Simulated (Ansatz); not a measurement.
# Polarity and tunnelling in MgB2/SiC/Mg

Wanted: the change of resistance of MgB2/SiC/Mg with the barrier's polarity. The lower electrode is MgB2 AlB2(0001), the upper one Mg hcp(0001); the barrier is SiC wurtzite(0001) (whole bilayers). In the first transport cell, after relaxation, the nearest pair of electrode and barrier is B–Si at 2.77 Å, along the normal, too long for a bond, at the lower face and Mg–Si at 2.92 Å, at a slant, at the upper one. A gap without bonds adds to the barrier. All share a net of side 3.07 Å, which strains the lower electrode by +0.0 %, the upper one by -3.8 % and the barrier by -0.7 %, against typed lattice constants near PBE's. The first steps treat the bulk electrodes alone.

Calculated with Ansatz 0.2.0; PBE DFT, plane waves, PAW files, in the first sound run; inputs show where later runs differ.

### Step 1. Starting point

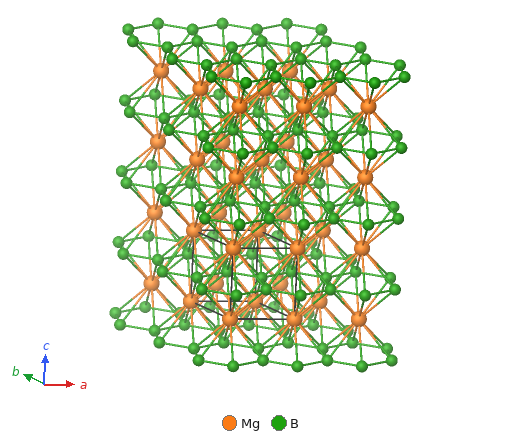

The cell as given, slightly off an axis (magnesium orange, boron green). 2×2×3 cells are drawn. Some periodic images of atoms are drawn too.

Structure file:

```cif
data_structure
_symmetry_space_group_name_H-M 'P6/mmm'
_symmetry_Int_Tables_number 191
_cell_length_a 3.0700
_cell_length_b 3.0700
_cell_length_c 3.5300
_cell_angle_alpha 90.000
_cell_angle_beta 90.000
_cell_angle_gamma 120.000
_cell_volume 28.81
loop_
_atom_site_label
_atom_site_type_symbol
_atom_site_symmetry_multiplicity
_atom_site_Wyckoff_symbol
_atom_site_fract_x
_atom_site_fract_y
_atom_site_fract_z
_atom_site_occupancy
Mg1 Mg 1 a 0.00000 0.00000 0.00000 1
B1 B 2 d 0.33333 0.66667 0.50000 1
```

### Step 2. Layer spacing of the electrode, 3 atoms, electrode MgB2 AlB2(0001)

The electrode is held to the junction's net and relaxed along the normal; its spacing is used for the ideal lead layers.

input.yaml reads:

```yaml
crystal:
  lattice:
    - [3.07, 0.0, 0.0]
    - [-1.535, 2.6586979896, 0.0]
    - [0.0, 0.0, 3.53]
  atoms:
    - { symbol: Mg, position: [0.0, 0.0, 0.0] }
    - { symbol: B, position: [0.3333333333, 0.6666666667, 0.5] }
    - { symbol: B, position: [0.6666666667, 0.3333333333, 0.5] }
kpoints:
  mp_grid: { grid: [12, 12, 9] }
scf:
  occupations: { method: fermi_dirac, width: 0.1 }
  max_iter: 150
hamiltonian:
  xc: pbe
relax:
  f_tol: 0.01
  max_steps: 40
  cell: { fix: [a, b, angles] }
```

On the command line:

```bash
ansatz run input.yaml --threads 4 --pin off --max-ram 10240MiB --backend cpu --events-out ev --progress --plain --runs-dir out
```

Numbers of over 12 decimals in the logs are rounded to 6 here.

What it wrote:

```text
Engine: ansatz 0.2.0, aarch64-unknown-linux-gnu
Pseudopotentials: kind: paw
Pseudopotential: Mg, paw, valence charge 10, recommended cutoff 420 eV (normal), Mg.paw.azcp
Pseudopotential: B, paw, valence charge 3, recommended cutoff 420 eV (normal), B.paw.azcp
Functional definition: PBE
  parameter kappa = 0.804
  parameter beta = 0.066725
  exchange = pbe_x(kappa = kappa, mu = beta*pi^2/3)
  correlation = pbe_c(beta = beta)
Crystal: 3 atoms, lattice volume = 28.813 Å³
Basis set: ecut = 420 eV, 563 PW (Γ), exchange–correlation on 48×48×48 points (8 copies of the dense FFT grid, shifted against one another)
Bands: 12, of which v1, the nominal top of the filled ones, is band 8 counted from 1 (7 counted from 0)
Symmetry: 24 space group operations
Space group: P6/mmm (ITA 191), of the structure as read, at distance tolerance 3.1e-5 Å
k-points: 95 of 1296
Non-local potential: Mg, projectors of the file, l = 0: 3, l = 1: 2, l = 2: 1
Non-local potential: B, projectors of the file, l = 0: 2, l = 1: 2, l = 2: 1
PAW form: soft (Blöchl's): semilocal exchange-correlation on the pseudo side does not see the compensation charge
PAW one-centre angular grid: Mg, 110 points (default); XC on 64 Gauss nodes
PAW one-centre angular grid: B, 110 points (default); XC on 64 Gauss nodes
Initial density: superposition of atomic densities (neutral atoms: chi_scale 0, normalization atom), corrected by the library's trained network
Initial wavefunctions: pseudopotential atomic-orbital guess
Functional: x = pbe(κ = 0.804, μ = 0.219515), c = pbe(β = 0.066725)
SCF iter   1: F=—  HF=-2236.033997 eV  |F-HF|=—  |Δ(HF+E_count)|=         —  Δρ=1.20e-3  dr2=3.64e-4  ethr=1.77e-3  ⟨swp⟩=5.0  Hψ=6082  notcnv=0
preconditioner: auto → none  [metal: Δε(μ)=0.041 eV  Ē_g=11.205 eV  σ=0.100 eV  W_gap=0.10  n_scr=8 (ndim 8)  ℏωp=19.6 eV  f_vac=0.000  D(μ)=0.64/eV (n_scr^D=2)  sad-step TF]
SCF iter   2: F=—  HF=-2236.034720 eV  |F-HF|=—  |Δ(HF+E_count)|=   7.23e-4  Δρ=7.55e-4  dr2=1.68e-4  ethr=2.28e-6  ⟨swp⟩=2.3  Hψ=2546  notcnv=0
SCF iter   3: F=—  HF=-2236.034746 eV  |F-HF|=—  |Δ(HF+E_count)|=   2.65e-5  Δρ=3.40e-4  dr2=2.15e-5  ethr=1.05e-6  ⟨swp⟩=2.0  Hψ=1796  notcnv=0
SCF iter   4: F=—  HF=-2236.034759 eV  |F-HF|=—  |Δ(HF+E_count)|=   1.29e-5  Δρ=1.06e-4  dr2=1.35e-6  ethr=1.34e-7  ⟨swp⟩=2.1  Hψ=1808  notcnv=0
iter 5 did not close the SCF: its close was put off for the readings that it lacked (scf_convergence_deferred on its scf_iter line)
SCF iter   5: F=-2236.034759 eV  HF=-2236.034759 eV  |F-HF|=1.11e-7  |Δ(HF+E_count)|=   4.45e-7  Δρ=2.69e-5  dr2=9.20e-8  ethr=8.47e-9  ⟨swp⟩=2.1  Hψ=1818  notcnv=0
SCF iter   6: F=-2236.034759 eV  HF=-2236.034759 eV  |F-HF|=9.16e-9  |Δ(HF+E_count)|=   6.17e-8  Δρ=6.59e-6  dr2=6.15e-9  ethr=5.75e-10  ⟨swp⟩=2.0  Hψ=4168  notcnv=0
SCF 1 converged in 6 iterations: F = -2236.034759 eV  dr2 = 6.15e-9
  greatest PAW one-centre occupation: 1.000 electrons in one spin orbital (limit 2), on the Mg atom at site 0 (counted from 0), in its partial waves of l = 0
relax step   1: F+E_penalty+E_count = -2236.03475875 eV  Δ(F+E_penalty+E_count) = +0.000e0 eV  max|allowed force component| = 8.018e-17 eV/Å  Δτ_max = 0.0000 Å  P = +0.435 GPa  Ω = 28.813 Å³  fix = [a, b, alpha, beta, gamma]  reactions: a +0.946, b +0.946 GPa  (6 SCF iters, dr2 threshold 1.00e-7 eV, accepted)
Crystal: 3 atoms, lattice volume = 28.755 Å³
Initial density: handed on by an earlier stage of this run
Initial wavefunctions: those handed on with the density
iter 1 solved again at ethr=1.25e-7 eV; its pass at ethr=3.10e-3 eV (dr2=2.00e-5 eV) is discarded
SCF iter   1: F=—  HF=-2236.034916 eV  |F-HF|=—  |Δ(HF+E_count)|=         —  Δρ=1.86e-4  dr2=1.72e-5  ethr=1.25e-7  ⟨swp⟩=2.0  Hψ=7368  notcnv=0
preconditioner: auto → none  [metal: Δε(μ)=0.069 eV  Ē_g=11.226 eV  σ=0.100 eV  W_gap=0.17  n_scr=8 (ndim 8)  ℏωp=19.6 eV  f_vac=0.000  D(μ)=0.63/eV (n_scr^D=2)]
SCF iter   2: F=-2236.034934 eV  HF=-2236.034935 eV  |F-HF|=1.78e-7  |Δ(HF+E_count)|=   1.90e-5  Δρ=4.54e-5  dr2=2.94e-7  ethr=1.87e-9  ⟨swp⟩=3.7  Hψ=4439  notcnv=0
SCF 2 converged in 2 iterations: F = -2236.034934 eV  dr2 = 2.94e-7
relax step   2: F+E_penalty+E_count = -2236.03493448 eV  Δ(F+E_penalty+E_count) = -1.757e-4 eV  max|allowed force component| = 3.947e-16 eV/Å  Δτ_max = 0.0000 Å  P = +0.657 GPa  Ω = 28.755 Å³  energy of the carried Pulay correction = +5.894e-5 eV  fix = [a, b, alpha, beta, gamma]  reactions: a +1.018, b +1.018 GPa  (2 SCF iters, dr2 threshold 3.00e-7 eV, accepted)
Crystal: 3 atoms, lattice volume = 28.748 Å³
iter 1 solved again at ethr=3.21e-9 eV; its pass at ethr=3.10e-3 eV (dr2=5.13e-7 eV) is discarded
SCF iter   1: F=—  HF=-2236.034919 eV  |F-HF|=—  |Δ(HF+E_count)|=         —  Δρ=5.66e-5  dr2=4.80e-7  ethr=3.21e-9  ⟨swp⟩=2.4  Hψ=7329  notcnv=0
preconditioner: auto → none  [metal: Δε(μ)=0.070 eV  Ē_g=11.227 eV  σ=0.100 eV  W_gap=0.17  n_scr=8 (ndim 8)  ℏωp=19.6 eV  f_vac=0.000  D(μ)=0.63/eV (n_scr^D=2)]
SCF iter   2: F=—  HF=-2236.034943 eV  |F-HF|=—  |Δ(HF+E_count)|=   2.45e-5  Δρ=2.84e-5  dr2=9.25e-8  ethr=3.00e-9  ⟨swp⟩=2.1  Hψ=1856  notcnv=0
SCF iter   3: F=-2236.034943 eV  HF=-2236.034943 eV  |F-HF|=6.05e-9  |Δ(HF+E_count)|=   1.36e-8  Δρ=5.12e-6  dr2=1.04e-8  ethr=6.75e-11  ⟨swp⟩=3.0  Hψ=4631  notcnv=0
SCF 3 converged in 3 iterations: F = -2236.034943 eV  dr2 = 1.04e-8
relax step   3: F+E_penalty+E_count = -2236.03494339 eV  Δ(F+E_penalty+E_count) = -8.916e-6 eV  max|allowed force component| = 6.476e-17 eV/Å  Δτ_max = 0.0000 Å  P = +0.686 GPa  Ω = 28.748 Å³  energy of the carried Pulay correction = +6.635e-5 eV  fix = [a, b, alpha, beta, gamma]  reactions: a +1.028, b +1.028 GPa  (3 SCF iters, dr2 threshold 1.08e-8 eV, accepted)
Initial wavefunctions: pseudopotential atomic-orbital guess (no wavefunctions were taken with the density)
iter 1 solved again at ethr=4.72e-8 eV; its pass at ethr=3.10e-3 eV (dr2=7.55e-6 eV) is discarded
SCF iter   1: F=—  HF=-2236.034839 eV  |F-HF|=—  |Δ(HF+E_count)|=         —  Δρ=9.51e-6  dr2=1.25e-8  ethr=4.72e-8  ⟨swp⟩=3.3  Hψ=9440  notcnv=0
SCF iter   2: F=—  HF=-2236.034863 eV  |F-HF|=—  |Δ(HF+E_count)|=   2.42e-5  Δρ=4.29e-6  dr2=8.28e-10  ethr=7.79e-11  ⟨swp⟩=2.0  Hψ=1901  notcnv=0
SCF iter   3: F=—  HF=-2236.034863 eV  |F-HF|=—  |Δ(HF+E_count)|=   3.61e-9  Δρ=2.15e-6  dr2=1.95e-10  ethr=5.17e-12  ⟨swp⟩=2.0  Hψ=1450  notcnv=0
SCF iter   4: F=-2236.034863 eV  HF=-2236.034863 eV  |F-HF|=0.00e0  |Δ(HF+E_count)|=   1.26e-9  Δρ=7.91e-8  dr2=1.01e-12  ethr=1.00e-12  ⟨swp⟩=4.0  Hψ=5259  notcnv=0
SCF 4 converged in 4 iterations: F = -2236.034863 eV  dr2 = 1.01e-12
relax step   4: F+E_penalty+E_count = -2236.03486333 eV  Δ(F+E_penalty+E_count) = +8.007e-5 eV  max|allowed force component| = 7.093e-17 eV/Å  Δτ_max = 0.0000 Å  P = +0.684 GPa  Ω = 28.748 Å³  fix = [a, b, alpha, beta, gamma]  reactions: a +1.028, b +1.028 GPa  stress off target by 4.06e-3 GPa on what of the cell is left free  SCF on the basis re-selected at this cell (its energy is not comparable with the rows above)  (4 SCF iters)
basis re-selected at this cell: Δ(F+E_penalty+E_count) = +8.007e-5 eV, ΔP = -0.002 GPa vs the last step (what re-selecting the basis moved, of the pressure what is left beyond the Pulay correction that the steps carried, after the strain that the cell walked since its last selection, with what the two solves' SCF thresholds leave and, on support functions, any second-order correction that the steps lacked; it is no m [...]
SCF converged after 4 iterations
Free energy (F): -2236.034863 eV
Harris-Foulkes:  -2236.034863 eV  (|F-HF|=0.00e0)
Internal energy: -2236.013444 eV  (E = F + TS)
E sigma→0 (E₀):  -2236.024153 eV
Entropy (-TS):   -0.021420 eV (-7.140 meV/atom)
Fermi energy:    9.308177 eV
--- Per-component energies (eV) ---
  E_band       = -291.843136
  E_kinetic    = 174.225219
  E_local      = -1516.803804  (includes V_loc(G=0)·N_el)
  E_nonlocal   = 118.126896
  E_hartree    = 539.895714
  E_xc         = -94.299578
  E_vxc        = -115.111045  (∫ρ·V_xc dr)
  E_paw        = -448.969387  (= ΣΔE_a)
  E_vpaw       = -32.071835  (= ΣTr[D̂ρ^β])
  E_aug_tail   = -0.000013  (compensation charges beyond the density's cutoff)
  E_ewald      = -1008.188491
  E_smearing   = -0.021420  (= −TS)
  E_closure    = 0.000000  (closes the sum)
  Σ components = -2236.034863   (vs F -2236.034863, Δ=0.00e0)
--- Forces (eV/Å), atoms counted from 1 ---
  atom   1  Mg     0.00000000    -0.00000000     0.00000000
  atom   2  B     -0.00000000    -0.00000000     0.00000000
  atom   3  B     -0.00000000     0.00000000    -0.00000000
  max |Σ_I F_I| component: 5.55e-17 eV/Å
--- Stress (GPa, compression-positive) ---
        1.027616      -0.000000       0.000000
       -0.000000       1.027616       0.000000
        0.000000       0.000000      -0.004057
  P = ⅓ Tr σ = 0.6837 GPa (6.837 kbar)
--- Relaxed structure (3 steps of the walk, 3 accepted, 1 SCFs on fresh bases) ---
  F+E_penalty+E_count = -2236.03486333 eV   max|allowed force component| = 7.093e-17 eV/Å   (the final SCF, on the basis selected at the relaxed cell)
  cell:  # Å, volume = 28.7483 Å³
    - [3.070000, 0, 0.0]
    - [-1.535000, 2.658698, 0.0]
    - [0.0, 0.0, 3.522124]
  atoms:
    - { symbol: Mg, position: [0, 0, 0] }
    - { symbol: B, position: [0.333333, 0.666667, 0.500000] }
    - { symbol: B, position: [0.666667, 0.333333, 0.500000] }
```

Run time: 1.5 s. Hardware: 4 threads of Arm Neoverse V2, shared host; peak memory 0.32 GiB.

Step by step:

| step | energy less that of the first step (eV) | largest force component (eV/Å) | pressure (GPa) | volume (Å³) |
| --- | --- | --- | --- | --- |
| 1 | 0.0000 | 0.0000 | 0.43 | 28.81 |
| 2 | -0.0002 | 0.0000 | 0.66 | 28.76 |
| 3 | -0.0002 | 0.0000 | 0.69 | 28.75 |
| 4* | -0.0001 | 0.0000 | 0.68 | 28.75 |

Relaxation steps marked * repeat the geometry before them on a plane-wave basis chosen anew for their cell, so energy and pressure can jump there.

The run keeps the 24 symmetry operations that it works with, so distortions that break them were not tested.

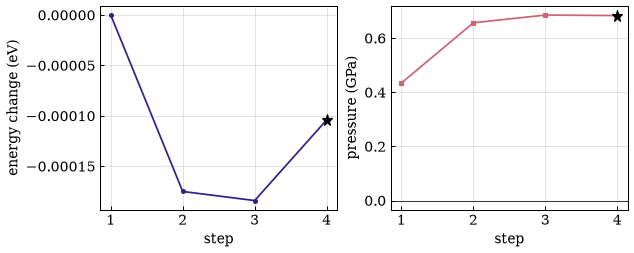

Energy and pressure along the relaxation. Stars mark steps on a basis chosen anew.

| conventional cell, symmetrised | before | after | change |
| --- | --- | --- | --- |
| a (Å) | 3.070 | 3.070 | -0.0 % |
| b (Å) | 3.070 | 3.070 | -0.0 % |
| c (Å) | 3.530 | 3.522 | -0.2 % |
| volume (Å³/atom) | 9.60 | 9.58 | -0.2 % |

The relaxed structure:

```xyz
3
Lattice="3.0700 0.0000 0.0000 -1.5350 2.6587 0.0000 0.0000 0.0000 3.5221" Properties=species:S:1:pos:R:3 pbc="T T T"
Mg    0.0000    0.0000    0.0000
B     0.0000    1.7725    1.7611
B     1.5350    0.8862    1.7611
```

This step gave:

| Quantity | Value |
| --- | --- |
| free energy | -2236.0349 eV |
| Fermi energy | 9.308 eV |
| pressure | 0.6837 GPa |

The cell shrank by 0.2 % in volume.

### Step 3. Layer spacing of the electrode, 2 atoms, electrode Mg hcp(0001)

System of this step: Mg. Symmetry: P6_3/mmc, No. 194, hexagonal system. Conventional cell: a = 3.070 Å, b = 3.070 Å, c = 5.327 Å, α = 90.00°, β = 90.00°, γ = 120.00°. Nearest to Mg lie 12 Mg at 3.07 to 3.20 Å.

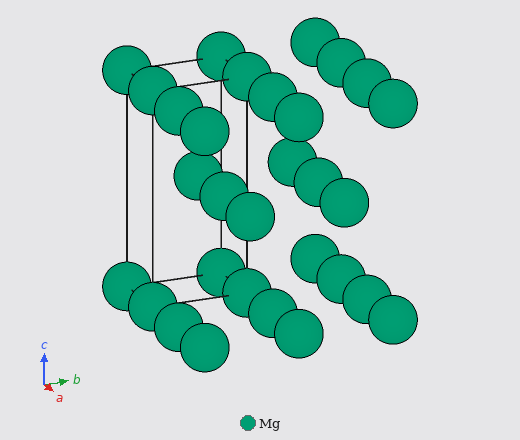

The cell of this step (magnesium teal). 3×2×1 cells are drawn. Some periodic images of atoms are drawn too.

The electrode is held to the junction's net and relaxed along the normal; its spacing is used for the ideal lead layers.

input.yaml, the sections that differ from step 2:

```yaml
crystal:
  lattice:
    - [3.07, 0.0, 0.0]
    - [-1.535, 2.6586979896, 0.0]
    - [0.0, 0.0, 5.3266645768]
  atoms:
    - { symbol: Mg, position: [0.0, 0.0, 0.0] }
    - { symbol: Mg, position: [0.3333333333, 0.6666666667, 0.5] }
kpoints:
  mp_grid: { grid: [12, 12, 6] }
# scf, hamiltonian, relax: as in step 2
```

What it wrote:

```text
[...]
Crystal: 2 atoms, lattice volume = 43.477 Å³
Basis set: ecut = 420 eV, 845 PW (Γ), exchange–correlation on 48×48×72 points (8 copies of the dense FFT grid, shifted against one another)
Bands: 14, of which v1, the nominal top of the filled ones, is band 10 counted from 1 (9 counted from 0)
Symmetry: 24 space group operations
[...]
k-points: 76 of 864
[...]
SCF iter   1: F=—  HF=-3847.570813 eV  |F-HF|=—  |Δ(HF+E_count)|=         —  Δρ=7.40e-4  dr2=2.64e-4  ethr=1.77e-3  ⟨swp⟩=5.1  Hψ=5351  notcnv=0
[...]
SCF iter   6: F=-3847.570570 eV  HF=-3847.570570 eV  |F-HF|=1.35e-8  |Δ(HF+E_count)|=   2.92e-8  Δρ=8.28e-6  dr2=2.87e-8  ethr=5.00e-10  ⟨swp⟩=4.0  Hψ=3081  notcnv=0
SCF 1 converged in 6 iterations: F = -3847.570570 eV  dr2 = 2.87e-8
[...]
relax step   1: F+E_penalty+E_count = -3847.57056998 eV  Δ(F+E_penalty+E_count) = +0.000e0 eV  max|allowed force component| = 2.313e-17 eV/Å  Δτ_max = 0.0000 Å  P = +2.509 GPa  Ω = 43.477 Å³  fix = [a, b, alpha, beta, gamma]  reactions: a +4.004, b +4.004 GPa  (6 SCF iters, dr2 threshold 1.00e-7 eV, accepted)
Crystal: 2 atoms, lattice volume = 43.276 Å³
[...]
SCF iter   3: F=-3847.571058 eV  HF=-3847.571058 eV  |F-HF|=4.14e-8  |Δ(HF+E_count)|=   1.64e-6  Δρ=1.37e-5  dr2=9.14e-8  ethr=1.00e-9  ⟨swp⟩=4.0  Hψ=4114  notcnv=0
SCF 2 converged in 3 iterations: F = -3847.571058 eV  dr2 = 9.14e-8
relax step   2: F+E_penalty+E_count = -3847.57105833 eV  Δ(F+E_penalty+E_count) = -4.884e-4 eV  max|allowed force component| = 2.776e-17 eV/Å  Δτ_max = 0.0000 Å  P = +2.680 GPa  Ω = 43.276 Å³  energy of the carried Pulay correction = +4.353e-6 eV  fix = [a, b, alpha, beta, gamma]  reactions: a +4.164, b +4.164 GPa  (3 SCF iters, dr2 threshold 2.00e-7 eV, accepted)
Crystal: 2 atoms, lattice volume = 42.973 Å³
[...]
SCF iter   4: F=-3847.571323 eV  HF=-3847.571323 eV  |F-HF|=3.84e-9  |Δ(HF+E_count)|=   1.09e-7  Δρ=3.20e-6  dr2=4.29e-9  ethr=1.00e-9  ⟨swp⟩=4.0  Hψ=3084  notcnv=0
SCF 3 converged in 4 iterations: F = -3847.571323 eV  dr2 = 4.29e-9
relax step   3: F+E_penalty+E_count = -3847.57132254 eV  Δ(F+E_penalty+E_count) = -2.642e-4 eV  max|allowed force component| = 1.018e-16 eV/Å  Δτ_max = 0.0000 Å  P = +2.947 GPa  Ω = 42.973 Å³  energy of the carried Pulay correction = +1.093e-5 eV  fix = [a, b, alpha, beta, gamma]  reactions: a +4.408, b +4.408 GPa  (4 SCF iters, dr2 threshold 2.00e-7 eV, accepted)
[...]
SCF iter   5: F=-3847.571311 eV  HF=-3847.571311 eV  |F-HF|=0.00e0  |Δ(HF+E_count)|=  6.82e-12  Δρ=4.15e-8  dr2=8.08e-13  ethr=1.00e-12  ⟨swp⟩=5.0  Hψ=3889  notcnv=0
SCF 4 converged in 5 iterations: F = -3847.571311 eV  dr2 = 8.08e-13
relax step   4: F+E_penalty+E_count = -3847.57131075 eV  Δ(F+E_penalty+E_count) = +1.179e-5 eV  max|allowed force component| = 1.018e-16 eV/Å  Δτ_max = 0.0000 Å  P = +2.947 GPa  Ω = 42.973 Å³  fix = [a, b, alpha, beta, gamma]  reactions: a +4.409, b +4.409 GPa  stress off target by 2.32e-2 GPa on what of the cell is left free  SCF on the basis re-selected at this cell (its energy is not comparable with the rows above)  (5 SCF iters)
[...]
SCF converged after 5 iterations
Free energy (F): -3847.571311 eV
[...]
Internal energy: -3847.539638 eV  (E = F + TS)
E sigma→0 (E₀):  -3847.555474 eV
Entropy (-TS):   -0.031673 eV (-15.837 meV/atom)
Fermi energy:    6.214760 eV
[...]
--- Stress (GPa, compression-positive) ---
        4.408514       0.000000       0.000000
        0.000000       4.408514       0.000000
        0.000000       0.000000       0.023210
  P = ⅓ Tr σ = 2.9467 GPa (29.467 kbar)
--- Relaxed structure (3 steps of the walk, 3 accepted, 1 SCFs on fresh bases) ---
[...]
cell:  # Å, volume = 42.9731 Å³
    - [3.070000, 0, 0.0]
    - [-1.535000, 2.658698, 0.0]
    - [0.0, 0.0, 5.264889]
  atoms:
    - { symbol: Mg, position: [9.251858539620032e-18, -5.0885221963063393e-17, 0.0] }
    - { symbol: Mg, position: [0.333333, 0.666667, 0.5] }
```

The job ended after 1.6 s (4 threads; peak memory 0.32 GiB; 5.6 s of CPU time).

The steps of the relaxation:

| step | energy less that of the first step (eV) | largest force component (eV/Å) | pressure (GPa) | volume (Å³) |
| --- | --- | --- | --- | --- |
| 1 | 0.0000 | 0.0000 | 2.51 | 43.48 |
| 2 | -0.0005 | 0.0000 | 2.68 | 43.28 |
| 3 | -0.0008 | 0.0000 | 2.95 | 42.97 |
| 4* | -0.0007 | 0.0000 | 2.95 | 42.97 |

Relaxation steps marked * repeat the geometry before them on a plane-wave basis chosen anew for their cell, so energy and pressure can jump there.

Forces are held to the 24 operations that the run works with; a distortion that breaks them can't arise in this run.

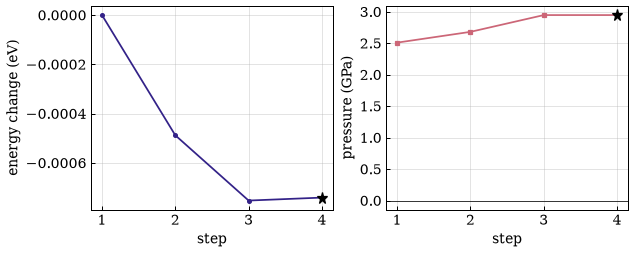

Energy and pressure along the relaxation. Stars mark steps on a basis chosen anew.

| conventional cell, symmetrised | before | after | change |
| --- | --- | --- | --- |
| a (Å) | 3.070 | 3.070 | -0.0 % |
| b (Å) | 3.070 | 3.070 | -0.0 % |
| c (Å) | 5.327 | 5.265 | -1.2 % |
| volume (Å³/atom) | 21.74 | 21.49 | -1.2 % |

The relaxed structure:

```xyz
2
Lattice="3.0700 0.0000 0.0000 -1.5350 2.6587 0.0000 0.0000 0.0000 5.2649" Properties=species:S:1:pos:R:3 pbc="T T T"
Mg    0.0000    0.0000    0.0000
Mg    0.0000    1.7725    2.6324
```

Numbers from this step:

```yaml
free_energy: -3847.5713 eV
fermi_energy: 6.215 eV
pressure: 2.947 GPa
```

(Part 1 of 6 ends here.)

[Logs are printed without paths, hosts, clocks, repeated set-up lines and the standing remarks that a program may print on its own settings, such as how far it seeks lower states.]

[Hosts, paths, dates, database ids (printed as entryN), source tags and the programs' standing remarks are cut or masked in the printed files.]
